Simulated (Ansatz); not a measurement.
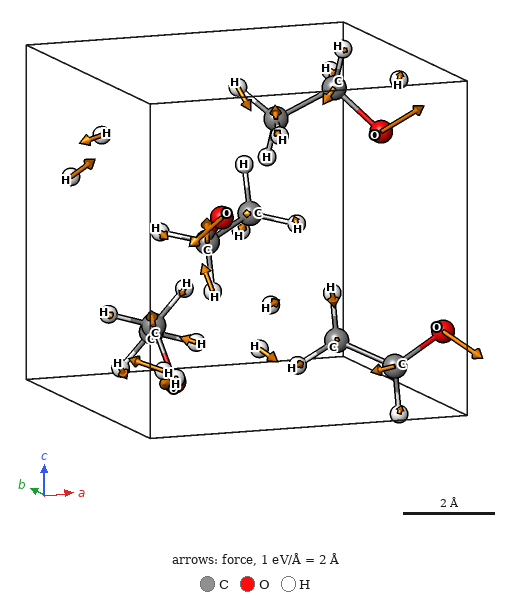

Starting geometry of an amorphous cell of composition H₆C₂O with the computed forces as orange arrows. A ball-and-stick model of the cell of the calculation, seen slightly off an axis.

The cell holds 4 CH3CH2OH. The run prepares the start of a later molecular dynamics calculation, from a guessed geometry.

The calculation used Ansatz, DFT r2SCAN-D3(BJ), scalar-relativistic, plane waves, PAW. (plane-wave cutoff 500 eV; k-point mesh 1 × 1 × 1; occupations fermi dirac; smearing width 0.02 eV; no spin polarisation; atoms relaxed in a fixed cell; force threshold 0.3 eV/Å; at most 15 steps)

Question: What follows when this structure is relaxed?

Answer: It isn't relaxed: the largest force vector, on an O atom, is 0.71 eV/Å. The final displacements have little in common with the starting forces (cosine between the two patterns 0.17). The energy falls by 15.8 meV per atom in 5 accepted moves (6 points after the start). The largest force component goes from 0.6 to 0.27 eV/Å. 1 step only repeated the SCF at the same geometry. The largest moves, 0.74 Å, are those of H atoms. By element the largest moves are H 0.74 Å, O 0.60 Å, C 0.58 Å. The lattice vectors keep their values. Among the contacts that change: C–O 1.427 → 1.437 Å, H–O 0.971 → 0.963 Å. Among the angles between lasting bonds that change: C–O–H 107.7° → 110.8°, C–O–H 107.7° → 104.9°, C–C–O 107.1° → 109.3°. The run took 3.3 min on 1 thread of Intel(R) Xeon(R) Platinum 8488C (Sapphire Rapids), with other jobs on the host, peak memory 1.4 GiB.

Limits of the set-up: the periodic images lie only 7.5 Å apart, so the values are limited by the cell's size.
